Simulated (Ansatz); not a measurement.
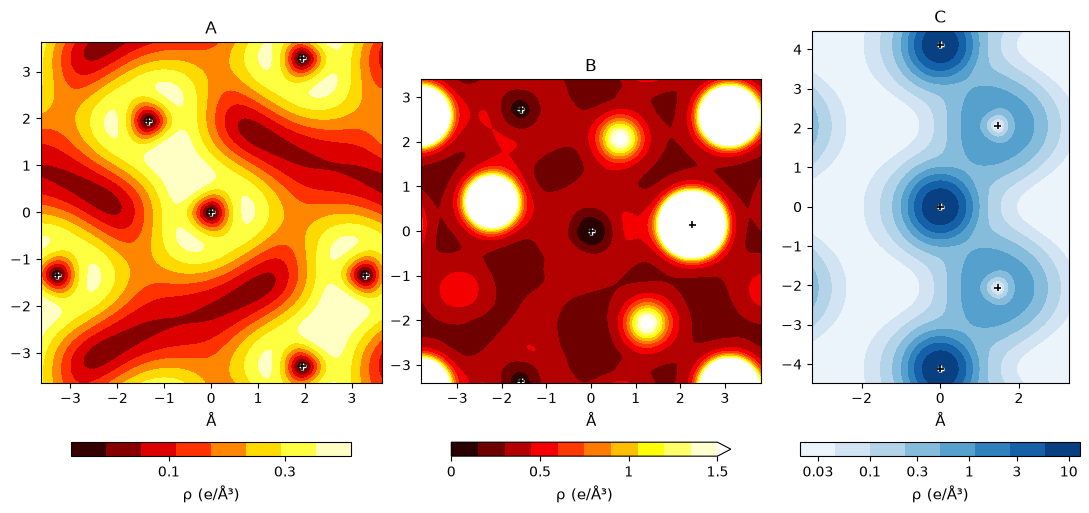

The valence pseudo-density of 3 systems, each on a plane through atoms (crosses mark nuclei in the plane).

These are results of DFT LDA, scalar-relativistic, plane waves, PAW in Ansatz, not measurements.

System 1: SiNi$_{2}$, the (110) plane of the conventional cell. Space group Pnma; computed without spin polarisation.

System 2: InP, the (110) plane of the conventional cell. Space group F-43m.

```
In P
1.0
     5.82710    0.00000    0.00000
     0.00000    0.00000   -5.82710
     0.00000    5.82710    0.00000
In P
4 4
Direct
  0.50000 0.50000 0.00000
  0.00000 0.50000 0.50000
  0.00000 0.00000 0.00000
  0.50000 0.00000 0.50000
  0.25000 0.75000 0.25000
  0.75000 0.75000 0.75000
  0.75000 0.25000 0.25000
  0.25000 0.25000 0.75000
```

System 3: Si, the (100) plane of the conventional cell. Space group Ia-3; the program warned that the cutoff is below the recommended one.

```cif
data_structure
_symmetry_space_group_name_H-M 'P 1'
_symmetry_Int_Tables_number 1
_cell_length_a 6.5680
_cell_length_b 6.5680
_cell_length_c 6.5680
_cell_angle_alpha 90.000
_cell_angle_beta 90.000
_cell_angle_gamma 90.000
_cell_volume 283.33
loop_
_atom_site_label
_atom_site_type_symbol
_atom_site_fract_x
_atom_site_fract_y
_atom_site_fract_z
_atom_site_occupancy
Si1 Si 0.10221 0.10221 0.10221 1
Si2 Si 0.60221 0.60221 0.60221 1
Si3 Si 0.89779 0.39779 0.10221 1
Si4 Si 0.39779 0.89779 0.60221 1
Si5 Si 0.10221 0.89779 0.39779 1
Si6 Si 0.60221 0.39779 0.89779 1
Si7 Si 0.39779 0.10221 0.89779 1
Si8 Si 0.89779 0.60221 0.39779 1
Si9 Si 0.39779 0.39779 0.39779 1
Si10 Si 0.89779 0.89779 0.89779 1
Si11 Si 0.60221 0.10221 0.39779 1
Si12 Si 0.10221 0.60221 0.89779 1
Si13 Si 0.39779 0.60221 0.10221 1
Si14 Si 0.89779 0.10221 0.60221 1
Si15 Si 0.10221 0.39779 0.60221 1
Si16 Si 0.60221 0.89779 0.10221 1
```

Which map belongs to which system?

Answer. Panel A is system 3, Si: the plane holds Si. Panel B is system 1, SiNi$_{2}$: the plane holds Si and Ni. Si–Ni (2.27 Å): ρ at the midpoint is about 0.49 e/Å³. Panel C is system 2, InP: the plane holds In and P. In–P (2.52 Å): ρ is about 0.46 e/Å³ halfway.
